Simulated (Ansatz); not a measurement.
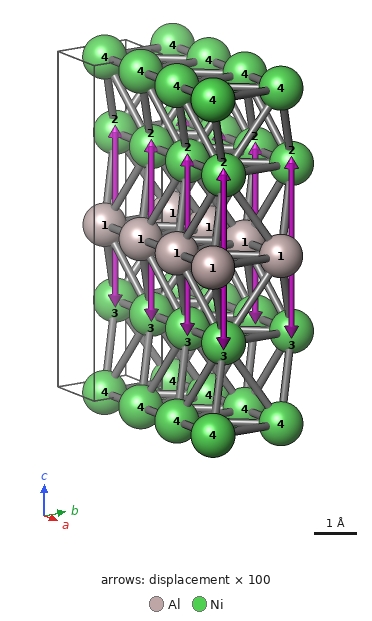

This is a relaxation of solid AlNi$_{3}$ (a generated structure, set up in P-6m2) (coarse preliminary run). The starting structure is drawn; purple arrows show the displacements (the part carried along by the change of the cell is left out), 100 times their true length.

The picture is a ball-and-stick view of the cell of the calculation, repeated 4 × 2 × 1 with one cell outlined, seen slightly off an axis.

All numbers below come from DFT PBE, scalar-relativistic, plane waves, PAW (Ansatz). (plane-wave cutoff 420 eV; k-point mesh 6 × 6 × 2; occupations gaussian; smearing width 0.1 eV; collinear spin; cell and atoms relaxed; force threshold 0.04 eV/Å; at most 70 steps)

Atoms of which element are displaced furthest, and by how much?

Answer. Nickel: up to 0.043 Å, against 0.000 Å for aluminium.

Describe the change and its energy.

Answer. The largest moves relative to the cell, 0.043 Å, are those of Ni2 and Ni3. Ni2 goes along −c. Al stays in place. The drawn cell changes as follows: a = b 2.544 → 2.615 Å (+2.8 %), c 8.166 → 7.867 Å (−3.7 %); the volume changes by +1.8 %. Among the contacts that change: Ni2–Ni2 2.544 → 2.615 Å, Al1–Al1 2.544 → 2.615 Å, Al1–Ni2 2.515 → 2.445 Å. The space group stays P-6m2 (No. 187). After 3 accepted moves (4 points after the start) the energy has fallen by 0.123 eV per cell of the calculation. The largest force component goes from 0.41 to 0.0065 eV/Å. The pressure goes from 2.92 to −0.12 GPa. The SCF was repeated once at an unchanged geometry on a basis and grid sized afresh for the cell, which shifted the energy by 0.3 meV per cell of the calculation at most. The program noted that the starting moments weren't kept.

Limits of the set-up: the k-point mesh is coarse for a cell with partly filled bands.
